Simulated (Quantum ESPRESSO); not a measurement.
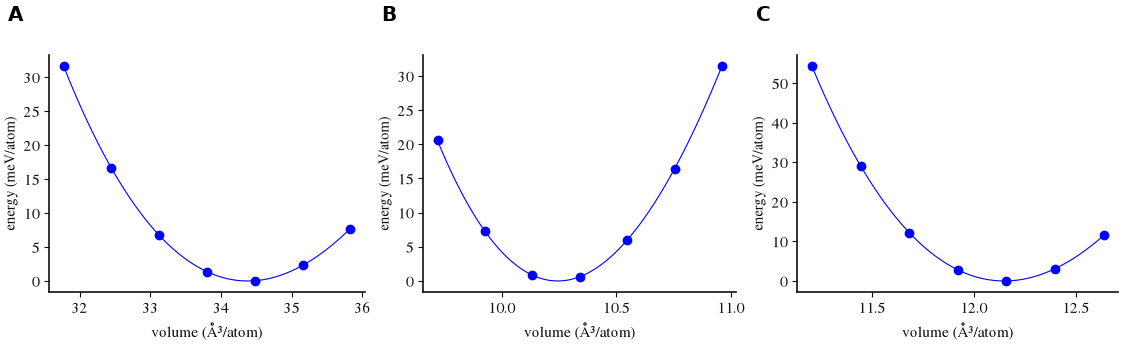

Each panel shows the energy against volume for one of these solids: SiC, P6_3mc (No. 186); Sn, Fd-3m (No. 227); SnO₂, P4_2/mnm (No. 136).

Computed with Quantum ESPRESSO 7.5: plane-wave DFT, no spin polarisation; energies at scaled volumes of the given cell, shape and fractions fixed, counted from the fit's minimum, third-order Birch-Murnaghan fit. Level: PBEsol with D4.

Which panel belongs to which solid?

A is Sn (energy from 0.03 meV/atom to 31.63 meV/atom, V0 34.38 Å³/atom, B0 43.8 GPa); B is SiC (energy from 0.61 meV/atom to 31.42 meV/atom, V0 10.24 Å³/atom, B0 225 GPa); C is SnO₂ (energy from 0.01 meV/atom to 54.34 meV/atom, V0 12.15 Å³/atom, B0 204 GPa).

For SiC, limits of the calculation: shape and atomic fractions are frozen while scaling, which makes layered, chain and framework solids too stiff.

For SnO₂, limits of the calculation: shape and atomic fractions are frozen while scaling, which makes layered, chain and framework solids too stiff.
